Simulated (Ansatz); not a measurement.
Input file:

```
crystal:
  lattice:
    - [3.28802443, 0.0, 0.0]
    - [-1.64401221, 2.84751268, 0.0]
    - [0.0, 0.0, 5.38502486]
  atoms:
    - { symbol: Cu, position: [0.6666666667, 0.3333333333, 0.0] }
    - { symbol: Cu, position: [0.3333333333, 0.6666666667, 0.5] }
    - { symbol: O, position: [0.6666666667, 0.3333333333, 0.6252] }
    - { symbol: O, position: [0.3333333333, 0.6666666667, 0.1252] }
hamiltonian:
  xc: blyp
  pseudopotentials: { kind: paw }
  dispersion: d3bj
kpoints:
  mp_grid: { grid: [9, 9, 5] }
scf:
  occupations: { method: fermi_dirac, width: 0.05 }
output:
  forces: true
  stress: true
  eigenvalues: true
  write_density: true
  write_potential: true
  elf: true
  volumetric_format: npy
relax:
  f_tol: 0.01
  max_steps: 40
  cell: { stress_tol: 0.05 }
```

Run with:

```sh
ansatz run input.yaml --threads 2 --pin off --max-ram 5632MiB --backend cpu --events-out ev --progress --plain --runs-dir out
```

Below, planes, directions and counts refer to the conventional cell (a = 3.12 Å, b = 3.12 Å, c = 5.39 Å, α = 90.00°, β = 90.00°, γ = 120.00°).

The fields are those of the relaxed geometry.

Space group P6₃mc; a generated structure, not necessarily the stable one; built by placing these elements on a known structure type.

Level of theory: Ansatz 0.2.0, Kohn-Sham DFT of a periodic cell, BLYP with D3(BJ), Ansatz PAW.

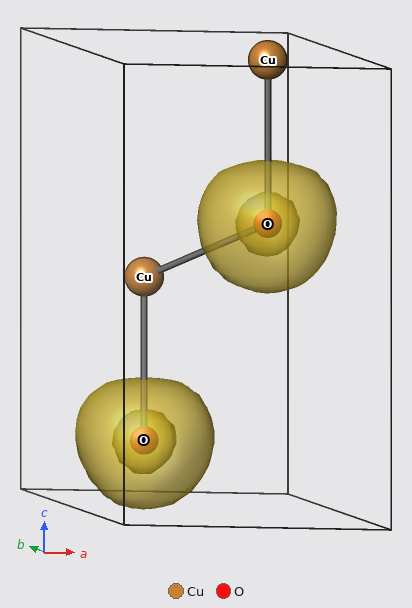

CuO. Isosurface of the electron localisation function at 0.7 (yellow), seen slightly off an axis. Only the valence region is drawn (cores and ρ < 0.01 e/Å³ removed). Sticks mark near contacts.

Core electrons are frozen (PAW), and the valence fields are smoothed inside the atomic spheres.

Question: Identify the bonds, lone pairs and shells in this picture.

Answer: The ELF exceeds this value in two regions wrapped around O (the valence shell of each), counted in one cell of 4 atoms. Any copies at cell faces, edges or corners count once. Along the contacts the grid gives the following. Cu–O (1.91 Å): the ELF peaks at about 0.85 in the valence shell of O, 0.6 Å from its nucleus, and is about 0.20 at the midpoint: no localised pair shows between them. Cu–O (1.96 Å): the ELF peaks at about 0.85 in the valence shell of O, 0.6 Å from its nucleus, and is about 0.20 at the midpoint; no localised pair shows between them.
